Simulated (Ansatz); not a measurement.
System: CuI.

Input file:

```
crystal:
  lattice:
    - [4.09019619, 0.0, 0.0]
    - [0.0, 4.09019619, 0.0]
    - [0.0, 0.0, 6.55145804]
  atoms:
    - { symbol: Cu, position: [0.5, 0.5, 0.0] }
    - { symbol: Cu, position: [0.0, 0.0, 0.0] }
    - { symbol: I, position: [0.5, 0.0, 0.25696564] }
    - { symbol: I, position: [0.0, 0.5, 0.74303436] }
basis:
  ecutwfc: 420
kpoints:
  mp_grid: { grid: [8, 8, 4] }
hamiltonian:
  xc: pbesol
scf:
  occupations: { method: gaussian, width: 0.02 }
output:
  forces: true
  stress: true
  eigenvalues: true
  write_density: true
  write_potential: true
  elf: true
  volumetric_format: npy
relax:
  adjacent_minimum: "off"
  f_tol: 0.005
  max_steps: 80
  cell: { stress_tol: 0.05 }
```

Run with:

```sh
ansatz run input.yaml --threads 1 --pin off --max-ram 2560MiB --backend cpu --events-out ev --progress --plain --runs-dir out
```

Below, planes, directions and counts refer to the conventional cell (a = 4.00 Å, b = 4.00 Å, c = 6.48 Å, α = 90.00°, β = 90.00°, γ = 90.00°).

The fields are those of the relaxed geometry.

Space group P4/nmm; a structure from a database of computed crystals, not necessarily the ambient phase; computed without spin polarisation.

Method: DFT PBEsol, scalar-relativistic, plane waves, PAW (Ansatz).

Q: What will maps of the valence pseudo-density and electron localisation function show?

A: Cu–I (2.62 Å): ρ is about 0.4 e/Å³ halfway, with its minimum of 0.36 e/Å³ about 1.1 Å from Cu; the ELF is about 0.50 at the midpoint.

Q: Does the calculation make it a metal, or give it a gap?

A: It is gapped, with a Kohn–Sham gap of 1.5 eV on the k-point mesh, an upper bound to the gap of this method.

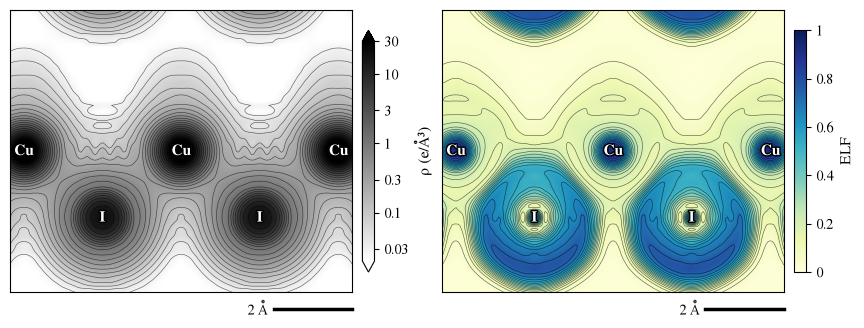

Computed valence pseudo-density and electron localisation function on the (010) plane of the conventional cell, in this order. 
